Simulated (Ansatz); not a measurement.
System: AgCl.

```
Ag Cl
1.0
     3.36647    0.00000    0.00000
     0.00000    3.36647    0.00000
     0.00000    0.00000    3.36647
Ag Cl
1 1
Direct
  0.00000 0.00000 0.00000
  0.50000 0.50000 0.50000
```

Space group Pm-3m; started from the CsCl prototype, which need not be the ambient phase.

The calculation used DFT, r2SCAN+rVV10, plane waves, PAW in Ansatz.

> What can the converged valence pseudo-density and electron localisation function tell about the bonding?

Ag–Cl (2.92 Å): ρ at the midpoint is about 0.17 e/Å³; the ELF peaks at about 0.85 in the valence shell of Cl, 0.8 Å from its nucleus, and drops to about 0.05 between the two atoms; no localised pair shows between them.

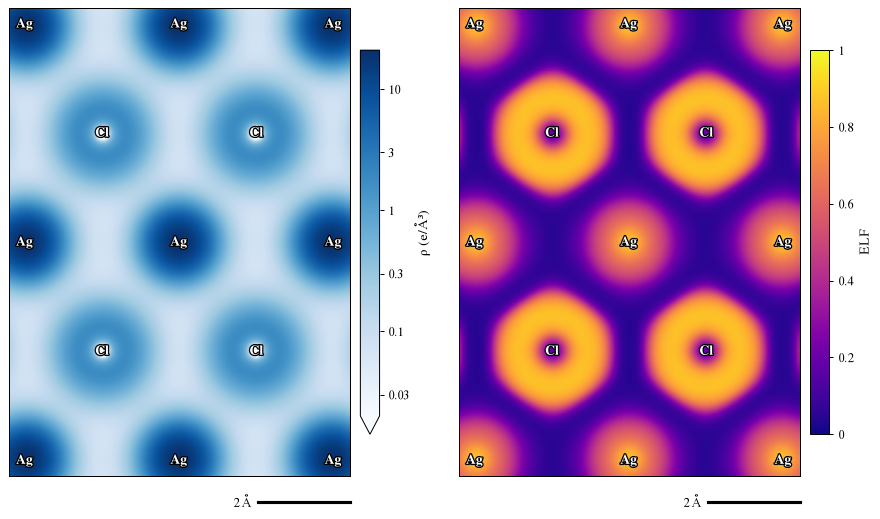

Computed valence pseudo-density and electron localisation function on the (101̄) plane of the conventional cell, in this order. 

Core electrons are frozen (PAW), and the valence fields are smoothed inside the atomic spheres.
